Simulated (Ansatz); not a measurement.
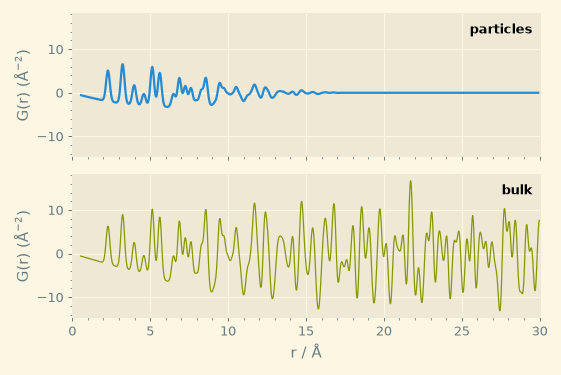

Computed X-ray G(r), with each pair weighted by the product of the atomic numbers (X-ray weights at Q = 0) and a uniform peak width σ = 0.12 Å, for spherical particles of Co with the bulk structure: the bulk G(r) is multiplied by the envelope of a sphere of diameter D, 1 − 3r/2D + r³/2D³, with no surface relaxation. The number density is 0.0827 atoms per Å³. Structure used: the input geometry of an electronic-structure calculation (not necessarily at equilibrium); the starting structure was generated, so it need not be a known form of this composition.

Q: Estimate the particle diameter.

A: About 18 Å (1.8 nm): the signal is half of the bulk amplitude at r ≈ 6.2 Å and vanishes at r = D, fading from view somewhat earlier.

Q: Roughly how many atoms does one particle hold?

A: About 250 (number density 0.0827 Å⁻³ times πD³/6).
